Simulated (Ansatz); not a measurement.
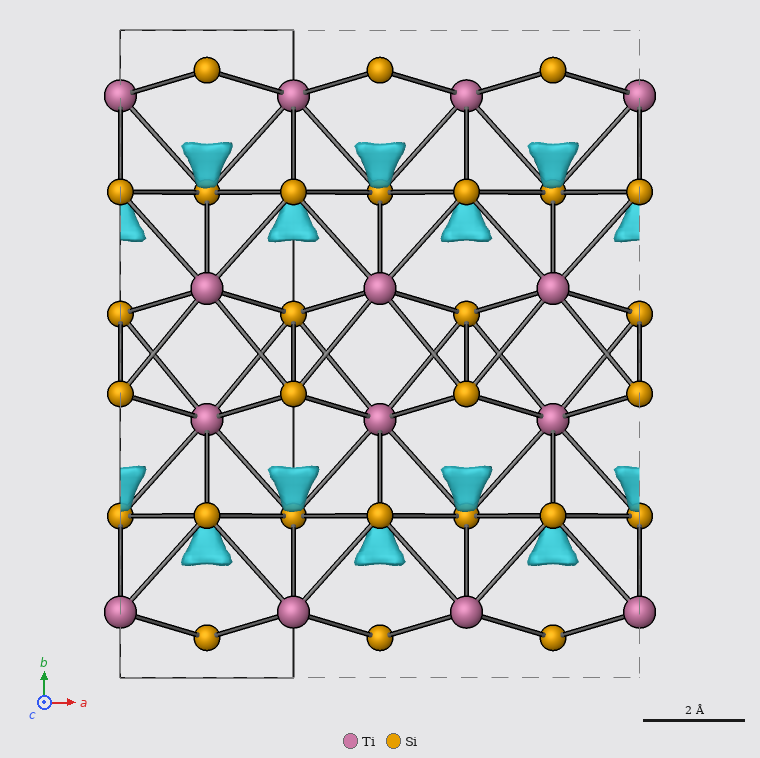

The teal surface encloses the points that the centre of a probe sphere of radius 0.40 Å can occupy in TiSi2 in space group Cmcm, computed on a grid of about 0.14 Å (3×1×3 cells shown, view along the c axis; pale faces close the region where the box cuts it).

The atoms' radii are covalent radii (Cordero): Ti 1.60 Å, Si 1.11 Å.

The cell is taken from the end point of a relaxation at fixed volume with DFT PBE, scalar-relativistic, plane waves, PAW (Ansatz 0.2.0).

```
CELL_PARAMETERS angstrom
3.46059 0.00000 0.00000
0.00000 12.94582 0.00000
0.00000 0.00000 3.49758
ATOMIC_POSITIONS crystal
Ti 0.50000 0.60123 0.75000
Ti 0.00000 0.89877 0.25000
Si 0.50000 0.93837 0.75000
Si 0.00000 0.56163 0.25000
Si 0.00000 0.75042 0.75000
Si 0.50000 0.74958 0.25000
Ti 0.00000 0.10123 0.75000
Ti 0.50000 0.39877 0.25000
Si 0.00000 0.43837 0.75000
Si 0.50000 0.06163 0.25000
Si 0.50000 0.25042 0.75000
Si 0.00000 0.24958 0.25000
```

Question: Is the space open to the probe made of pockets or channels?

Answer: They are isolated pockets that do not connect across cells.

Question: What share of the cell can the probe's centre reach?

Answer: About 1.5 % of the volume (2.4 Å³ of 156.7 Å³).

Question: Give the largest included and the largest free sphere.

Answer: The largest sphere that fits anywhere has a diameter of 1.44 Å; the largest that can travel through the crystal, about 0.5 Å.

Question: How does the connectivity change as the probe shrinks?

Answer: Below a radius of about 0.23 Å the space forms a two-dimensional network in layers parallel to (010). Below a radius of about 0.19 Å the space forms a three-dimensional network. These are grid estimates, good to about 0.05 Å.
